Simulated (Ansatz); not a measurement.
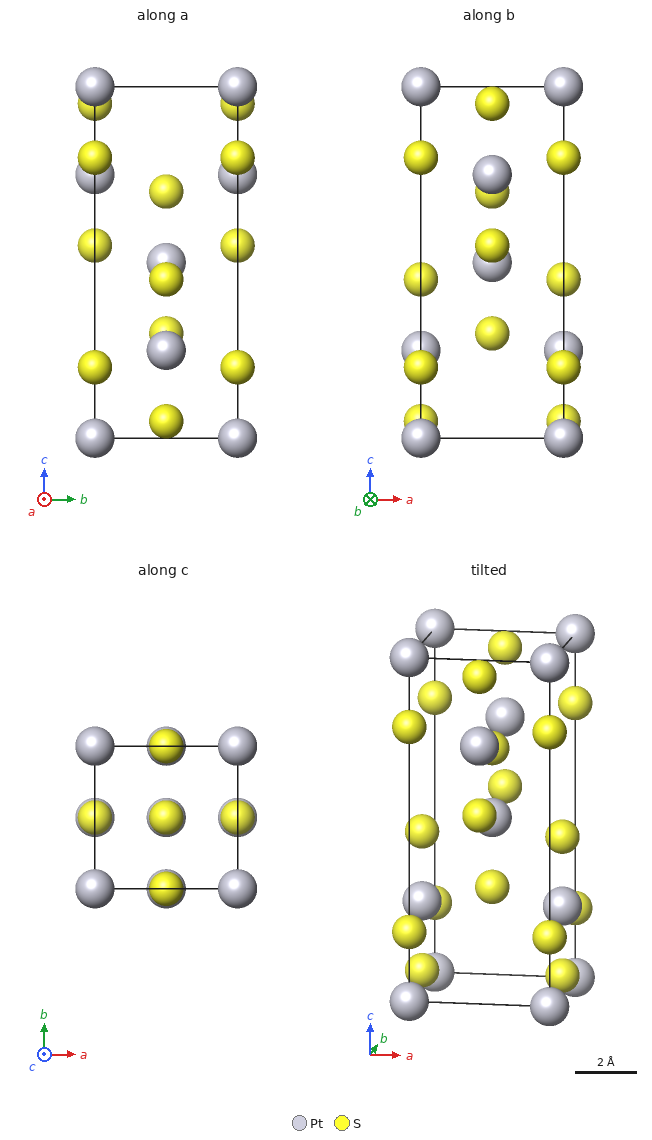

The crystal in a spheres-only representation, seen along the a axis, along the b axis, along the c axis and slightly off an axis. The edges of the conventional unit cell are marked.

Lattice parameters: a = 4.6877 Å, b = 4.6877 Å, c = 11.5484 Å, α = 90.000°, β = 90.000°, γ = 90.000°.

Express the structure as a CIF with its space group and independent sites, with free fractional coordinates to two decimals.

```cif
data_structure
_symmetry_space_group_name_H-M 'I 41/a m d :1'
_symmetry_Int_Tables_number 141
_cell_length_a 4.6877
_cell_length_b 4.6877
_cell_length_c 11.5484
_cell_angle_alpha 90.000
_cell_angle_beta 90.000
_cell_angle_gamma 90.000
_cell_volume 253.77
loop_
_atom_site_label
_atom_site_type_symbol
_atom_site_symmetry_multiplicity
_atom_site_Wyckoff_symbol
_atom_site_fract_x
_atom_site_fract_y
_atom_site_fract_z
_atom_site_occupancy
Pt1 Pt 4 a 0.00 0.50 0.25 1
S1 S 8 e 0.00 0.50 0.05 1
```

The model was built from a structure type filled with these elements by a generator (whether the compound takes this form wasn't checked). Earlier steps of the study may have refined or changed the cell and positions. It was the input of a calculation with Ansatz.
